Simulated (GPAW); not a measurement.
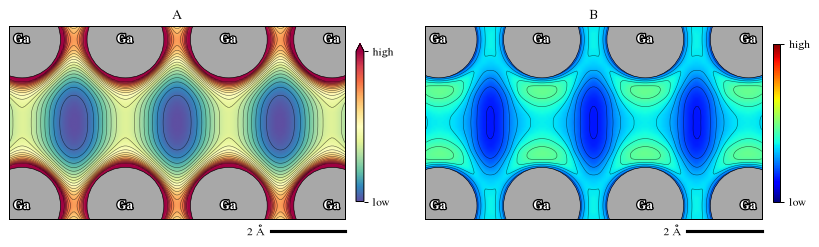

Ga: 2 fields on the (11̄0) plane of the conventional cell, with unlabelled colour scales. Grey discs cover the atomic cores.

Space group P6/mmm; a generated structure, not necessarily the stable one; computed pressure about −4 GPa in this cell.

Theory: GPAW 26.7.0, Kohn-Sham DFT of a periodic cell, LDA, GPAW PAW data sets (gpaw-data 1.2.1).

```xyz
2
Lattice="4.4495 0.0000 0.0000 -2.2247 3.8534 0.0000 0.0000 0.0000 2.7652" Properties=species:S:1:pos:R:3 pbc="T T T"
Ga    0.0000    2.5689    1.3826
Ga    2.2248    1.2844    1.3826
```

Which field does each panel show? The fields are: electron localisation function and valence pseudo-density.

Panel A: valence pseudo-density. Panel B: electron localisation function. From the grid: Ga–Ga (2.77 Å): ρ is about 0.21 e/Å³ halfway; the ELF is about 0.35 at the midpoint.
